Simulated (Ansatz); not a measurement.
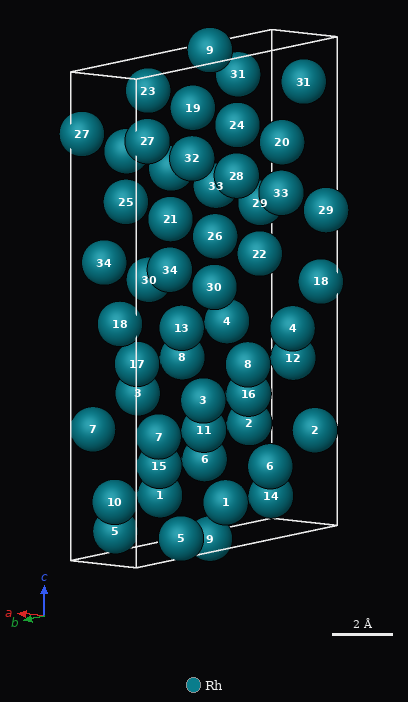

**Figure 1.** The input geometry (spheres-only view of the cell of the calculation, seen at an oblique angle; atoms are numbered from 1 in the order of the input). An atom can appear more than once, as a periodic image.

**Geometry relaxation, with input and output: Rh**

Rh (interface cell, 34 atoms in the cell), computed with DFT PBE, scalar-relativistic, plane waves, PAW (Ansatz 0.2.0).

The structure derives from an entry of the Crystallography Open Database. The run did not end well. It belongs to a series of runs on one base structure; here: symmetric tilt boundary Sigma 9 (4 1 1), mirror between planes, shift [0.5, 0]. Figures and captions count atoms from 1; the log counts them from 0 in places.

The program's output:
```
Engine: ansatz 0.2.0, x86_64-unknown-linux-gnu
Pseudopotentials: kind: paw
Pseudopotential: Rh, paw, valence charge 17, recommended cutoff 420 eV (normal), Rh.paw.azcp
Functional definition: PBE
  parameter kappa = 0.804
  parameter beta = 0.06672455060314922
  exchange = pbe_x(kappa = kappa, mu = beta*pi^2/3)
  correlation = pbe_c(beta = beta)
Crystal: 34 atoms, lattice volume = 514.963 Å³
Basis set: ecut = 420 eV, 10113 PW (Γ), exchange–correlation on 40×160×240 points (8 copies of the dense FFT grid, shifted against one another)
Bands: 347, of which v1, the nominal top of the filled ones, is band 289 counted from 1 (288 counted from 0)
Symmetry: 2 space group operations
Space group: P2 (ITA 3), of the structure as read, at distance tolerance 8.0e-5 Å
k-points: 42 of 96 (time reversal used)
Non-local potential: Rh, projectors of the file, l = 0: 3, l = 1: 2, l = 2: 2, l = 3: 1
PAW form: soft (Blöchl's): semilocal exchange-correlation on the pseudo side does not see the compensation charge
PAW one-centre angular grid: Rh, 590 points (default); XC on 64 Gauss nodes
Initial density: superposition of atomic densities (neutral atoms: chi_scale 0, normalization atom), corrected by the library's trained network
Initial wavefunctions: pseudopotential atomic-orbital guess
Functional: x = pbe(κ = 0.804, μ = 0.2195149727645171), c = pbe(β = 0.06672455060314922)
SCF iter   1: F=—  HF=-217682.294420 eV  |F-HF|=—  |Δ(HF+E_count)|=         —  Δρ=1.82e-2  dr2=4.92e0  ethr=1.77e-3  ⟨swp⟩=5.0  Hψ=49064  notcnv=0  defer=623
preconditioner: auto → LDOS  [metal: Δε(μ)=0.000 eV  Ē_g=5.820 eV  σ=0.100 eV  W_gap=0.00  n_scr=182 (ndim 8)  ℏωp=28.6 eV  f_vac=0.013  D(μ)=51.76/eV (n_scr^D=662)  β→1.0]
SCF iter   2: F=—  HF=-217682.147102 eV  |F-HF|=—  |Δ(HF+E_count)|=   1.47e-1  Δρ=6.24e-3  dr2=1.12e-1  ethr=8.51e-4  ⟨swp⟩=1.0  Hψ=16800  notcnv=0  defer=664
SCF iter   3: F=—  HF=-217682.141788 eV  |F-HF|=—  |Δ(HF+E_count)|=   5.31e-3  Δρ=3.38e-3  dr2=5.51e-2  ethr=1.93e-5  ⟨swp⟩=2.0  Hψ=24398  notcnv=0  defer=664
SCF iter   4: F=—  HF=-217682.130585 eV  |F-HF|=—  |Δ(HF+E_count)|=   1.12e-2  Δρ=1.03e-3  dr2=4.47e-3  ethr=9.53e-6  ⟨swp⟩=2.0  Hψ=20806  notcnv=0  defer=664
SCF iter   5: F=—  HF=-217682.130130 eV  |F-HF|=—  |Δ(HF+E_count)|=   4.55e-4  Δρ=2.46e-4  dr2=7.03e-4  ethr=7.72e-7  ⟨swp⟩=2.5  Hψ=21907  notcnv=0  defer=664
SCF iter   6: F=—  HF=-217682.130120 eV  |F-HF|=—  |Δ(HF+E_count)|=   1.04e-5  Δρ=6.83e-5  dr2=4.18e-5  ethr=1.22e-7  ⟨swp⟩=2.2  Hψ=17512  notcnv=0  defer=664
SCF iter   7: F=—  HF=-217682.129255 eV  |F-HF|=—  |Δ(HF+E_count)|=   8.65e-4  Δρ=2.74e-5  dr2=7.83e-6  ethr=7.23e-9  ⟨swp⟩=2.5  Hψ=20236  notcnv=0  defer=664
SCF iter   8: F=—  HF=-217682.129255 eV  |F-HF|=—  |Δ(HF+E_count)|=   1.43e-7  Δρ=8.42e-6  dr2=6.25e-7  ethr=1.36e-9  ⟨swp⟩=1.8  Hψ=14339  notcnv=0  defer=664
SCF iter   9: F=-217682.129255 eV  HF=-217682.129255 eV  |F-HF|=4.64e-8  |Δ(HF+E_count)|=   1.49e-8  Δρ=2.91e-6  dr2=5.85e-8  ethr=1.73e-11  ⟨swp⟩=13.1  Hψ=93292  notcnv=0
SCF 1 converged in 9 iterations: F = -217682.129255 eV  dr2 = 5.85e-8
  greatest PAW one-centre occupation: 1.000 electrons in one spin orbital (limit 2), on the Rh atom at site 22 (counted from 0), in its partial waves of l = 0
relax step   1: F+E_penalty+E_count = -217682.12925461 eV  Δ(F+E_penalty+E_count) = +0.000e0 eV  max|allowed force component| = 1.641e1 eV/Å  Δτ_max = 0.0000 Å  P = +4.554 GPa  Ω = 514.963 Å³  fix = [a, b, alpha, beta, gamma]  reactions: a +10.913, b -6.709 GPa; beta -0.008 GPa/rad  (9 SCF iters, dr2 threshold 1.00e-7 eV, accepted)
Crystal: 34 atoms, lattice volume = 517.003 Å³
Basis set: ecut = 420 eV, 10141 PW (Γ), exchange–correlation on 40×160×240 points (8 copies of the dense FFT grid, shifted against one another)
Initial density: handed on by an earlier stage of this run
Initial wavefunctions: those handed on with the density
iter 1 solved again at ethr=1.93e-4 eV; its pass at ethr=3.10e-3 eV (dr2=1.11e0 eV) is discarded
SCF iter   1: F=—  HF=-217689.156172 eV  |F-HF|=—  |Δ(HF+E_count)|=         —  Δρ=1.58e-2  dr2=1.45e0  ethr=1.93e-4  ⟨swp⟩=2.2  Hψ=60101  notcnv=0
eigensolver tolerance schedule calibrated: the retry pair's looser diagonalisation under-reported the residual by θ = 0.23 (0.19/decade); ethr = c·dr2/N_el runs at the constant in force after the calibration composes with the one it found (an armed cap, an earlier calibration), c = 2.7e-2
preconditioner: auto → LDOS  [metal: Δε(μ)=0.002 eV  Ē_g=5.736 eV  σ=0.100 eV  W_gap=0.01  n_scr=182 (ndim 8)  ℏωp=28.6 eV  f_vac=0.014  D(μ)=52.02/eV (n_scr^D=670)  β→1.0]
SCF iter   2: F=—  HF=-217689.151089 eV  |F-HF|=—  |Δ(HF+E_count)|=   5.08e-3  Δρ=6.21e-3  dr2=3.57e-1  ethr=6.78e-5  ⟨swp⟩=2.0  Hψ=29135  notcnv=0
SCF iter   3: F=—  HF=-217689.116463 eV  |F-HF|=—  |Δ(HF+E_count)|=   3.46e-2  Δρ=2.45e-3  dr2=4.48e-2  ethr=1.67e-5  ⟨swp⟩=2.0  Hψ=29214  notcnv=0  defer=42
SCF iter   4: F=—  HF=-217689.104687 eV  |F-HF|=—  |Δ(HF+E_count)|=   1.18e-2  Δρ=4.67e-4  dr2=2.45e-3  ethr=2.10e-6  ⟨swp⟩=2.1  Hψ=26473  notcnv=0  defer=42
SCF iter   5: F=—  HF=-217689.103574 eV  |F-HF|=—  |Δ(HF+E_count)|=   1.11e-3  Δρ=1.83e-4  dr2=5.55e-4  ethr=1.14e-7  ⟨swp⟩=2.0  Hψ=25235  notcnv=0  defer=42
SCF iter   6: F=—  HF=-217689.103560 eV  |F-HF|=—  |Δ(HF+E_count)|=   1.41e-5  Δρ=6.60e-5  dr2=5.58e-5  ethr=2.60e-8  ⟨swp⟩=2.0  Hψ=25776  notcnv=0  defer=42
SCF iter   7: F=—  HF=-217689.103558 eV  |F-HF|=—  |Δ(HF+E_count)|=   1.94e-6  Δρ=2.00e-5  dr2=4.06e-6  ethr=2.61e-9  ⟨swp⟩=2.0  Hψ=20057  notcnv=0  defer=42
```

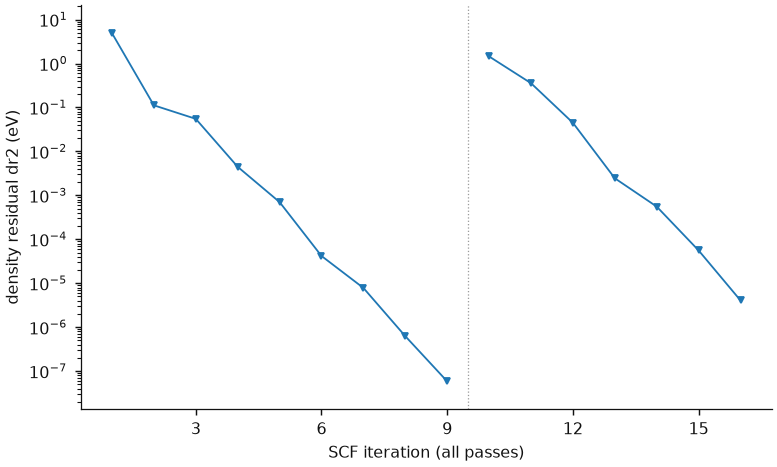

**Figure 2.** Convergence of the self-consistent field: density residual dr2 against the SCF iteration. Dotted lines part the SCF passes that the log prints in full.

The run was set up as follows.

Input file:
```yaml
crystal:
  lattice:
    - [2.7082034564, 0.0, 0.0]
    - [0.0, 11.4899341732, 0.0]
    - [0.0, 0.0, 16.5492207384]
  atoms:
    - { symbol: Rh, position: [1.0, 0.5555555556, 0.095350706] }
    - { symbol: Rh, position: [1.0, 0.1111111111, 0.2044476235] }
    - { symbol: Rh, position: [1.0, 0.6666666667, 0.3135445411] }
    - { symbol: Rh, position: [1.0, 0.2222222222, 0.4226414587] }
    - { symbol: Rh, position: [1.0, 0.7777777778, 0.0408022472] }
    - { symbol: Rh, position: [1.0, 0.3333333333, 0.1498991648] }
    - { symbol: Rh, position: [1.0, 0.8888888889, 0.2589960823] }
    - { symbol: Rh, position: [1.0, 0.4444444444, 0.3680929999] }
    - { symbol: Rh, position: [0.75, 0.3888888889, 0.9954680646] }
    - { symbol: Rh, position: [0.5, 0.9444444444, 0.1226249354] }
    - { symbol: Rh, position: [0.5, 0.5, 0.2317218529] }
    - { symbol: Rh, position: [0.5, 0.0555555556, 0.3408187705] }
    - { symbol: Rh, position: [0.5, 0.6111111111, 0.4499156881] }
    - { symbol: Rh, position: [0.5, 0.1666666667, 0.0680764766] }
    - { symbol: Rh, position: [0.5, 0.7222222222, 0.1771733942] }
    - { symbol: Rh, position: [0.5, 0.2777777778, 0.2862703117] }
    - { symbol: Rh, position: [0.5, 0.8333333333, 0.3953672293] }
    - { symbol: Rh, position: [0.25, 1.0, 0.4954680646] }
    - { symbol: Rh, position: [0.5, 0.5555555556, 0.8955854232] }
    - { symbol: Rh, position: [0.5, 0.1111111111, 0.7864885056] }
    - { symbol: Rh, position: [0.5, 0.6666666667, 0.677391588] }
    - { symbol: Rh, position: [0.5, 0.2222222222, 0.5682946704] }
    - { symbol: Rh, position: [0.5, 0.7777777778, 0.9501338819] }
    - { symbol: Rh, position: [0.5, 0.3333333333, 0.8410369644] }
    - { symbol: Rh, position: [0.5, 0.8888888889, 0.7319400468] }
    - { symbol: Rh, position: [0.5, 0.4444444444, 0.6228431292] }
    - { symbol: Rh, position: [1.0, 0.9444444444, 0.8683111938] }
    - { symbol: Rh, position: [1.0, 0.5, 0.7592142762] }
    - { symbol: Rh, position: [1.0, 0.0555555556, 0.6501173586] }
    - { symbol: Rh, position: [1.0, 0.6111111111, 0.541020441] }
    - { symbol: Rh, position: [1.0, 0.1666666667, 0.9228596525] }
    - { symbol: Rh, position: [1.0, 0.7222222222, 0.813762735] }
    - { symbol: Rh, position: [1.0, 0.2777777778, 0.7046658174] }
    - { symbol: Rh, position: [1.0, 0.8333333333, 0.5955688998] }
basis:
  ecutwfc: 420
kpoints:
  mp_grid: { grid: [12, 4, 2] }
hamiltonian:
  xc: pbe
scf:
  occupations: { method: gaussian, width: 0.1 }
output:
  forces: true
  stress: true
  eigenvalues: true
  populations: true
  write_density: true
  write_potential: true
  elf: true
  volumetric_format: npy
relax:
  adjacent_minimum: "off"
  f_tol: 0.02
  max_steps: 60
  cell: { fix: [a, b, alpha, beta, gamma], stress_tol: 0.1 }
```

Launch command:
```bash
ansatz run input.yaml --threads 4 --pin off --max-ram 11264MiB --backend cpu --events-out ev --progress --plain --runs-dir out
```

What the run reported:

| quantity | value |
| --- | --- |
| outcome | stopped at the time limit |
| hardware | 4 threads of AMD EPYC (Zen 3), 32 GiB of memory available, shared host |
| wall time | 10 min (CPU time 41 min) |
| peak memory | 6.7 GiB |

What went wrong:

The run was cut off by its time limit, so the output is incomplete.
